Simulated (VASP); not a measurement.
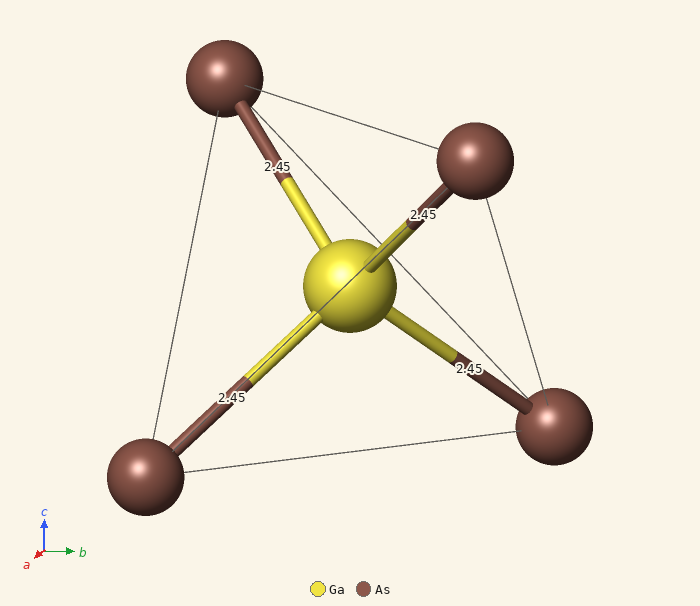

The GaAs4 unit about Ga in GaAs. Origin: an entry of the Crystallography Open Database, as set up for an electronic-structure calculation.

GaAs, space group F-43m (No. 216), a = 5.654 Å, b = 5.654 Å, c = 5.654 Å, α = 90.00°, β = 90.00°, γ = 90.00°

```tsv
site	Wyckoff	x	y	z
As	4c	0.2500	0.2500	0.2500
Ga	4a	0.0000	0.0000	0.0000
```

**Give the distortion indices.**

It is closest to the tetrahedron.

```tsv
measure	value
mean bond length	2.448 Å
bond-length distortion index (Baur)	0.000
effective coordination number (Hoppe)	4.00
shape measure against the tetrahedron	0.00
shape measure against the see-saw	9.79
centre off the ligands' centroid by	0.00 Å
polyhedral volume	7.53 Å³
quadratic elongation	1.000
bond-angle variance	0.0 deg²
τ4	1.00
```
